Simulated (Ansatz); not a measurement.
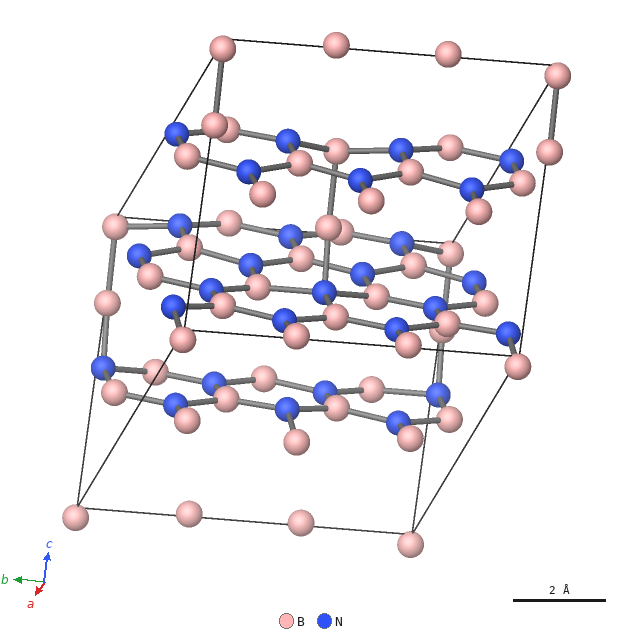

View from a general direction, drawn as a ball-and-stick model. Lines trace the edges of the conventional unit cell.

What is this?

- It has the composition B₁₃N₁₂.
- The atoms follow space group Cm (No. 8); the Bravais lattice is base-centred monoclinic.
- There are 50 atoms in the cell: 26 B, 24 N.
- The numbers of neighbours within bonding distance are B 2 to 4 (mean 3.0) and N 3 to 4 (mean 3.1).
- The bonds build a three-dimensional framework.

The model was built from a structure listed in the Materials Project, repeated into a supercell with a point defect put in. The atoms were relaxed in a fixed cell with DFT PBE+D3(BJ), scalar-relativistic, plane waves, PAW (Ansatz).
